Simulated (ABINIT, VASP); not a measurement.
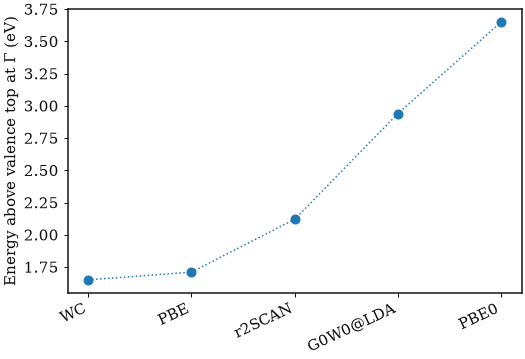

Lowest conduction level at Γ, counted from the valence-band top at Γ, by several methods on one cell of zincblende GaN, space group F-43m (No. 216), 2 atoms in the primitive cell; cubic a = 4.507 Å. All runs are without spin-orbit coupling and carry no moments.

How do the methods rank at Γ?

From low to high: WC 1.65, PBE 1.71, r2SCAN 2.12, G0W0@LDA 2.94, PBE0 3.65 eV.

| method | program | Γ (eV) |
| --- | --- | --- |
| WC | ABINIT | 1.65 |
| PBE | ABINIT | 1.71 |
| r2SCAN | ABINIT | 2.12 |
| G0W0@LDA | VASP | 2.94 |
| PBE0 | VASP | 3.65 |

Settings. WC: JTH PAW PBE v2.0, 10×10×10 k mesh, 680 eV cutoff, Fermi-Dirac smearing of 0.05 eV (ABINIT 10.8.3 (patched build)). PBE: JTH PAW PBE v2.0, 13×13×13 k mesh, 680 eV cutoff, Fermi-Dirac smearing of 0.05 eV (ABINIT 10.8.3 (patched build)). r2SCAN: JTH PAW PBE v2.0, 8×8×8 k mesh, 816 eV cutoff, Fermi-Dirac smearing of 0.05 eV (ABINIT 10.8.3 (patched build)). G0W0@LDA: LDA, VASP PAW LDA potentials, release 64 (Ga_d_GW, N_GW), 6×6×6 k mesh, 500 eV cutoff, Gaussian smearing of 0.01 eV (VASP), G0W0 with GW iterations 1, cutoff of the response function 200 eV, frequency points 50 and empty bands 147. PBE0: VASP PAW PBE potentials, release 64 (Ga_d, N), 8×8×8 k mesh, 520 eV cutoff, Gaussian smearing of 0.02 eV (VASP 6.6.1).

These are five of the 33 methods that were run on this cell. Runs that lie over 0.07 eV from the median of the programs for their method weren't drawn. The runs come from different programs and meshes, which adds differences of its own. The usual form of GaN is wurtzite. WC, r2SCAN and PBE0: the PAW data sets were made with another functional. LDA, GGA and most meta-GGA functionals understate gaps. G0W0@LDA: bands, screening cutoff and mesh are small and nothing is extrapolated, so the quasiparticle values aren't converged. PBE0: the k mesh is thin for exact exchange. The GW values are at finite bands, cutoffs and mesh, short of the basis limit.
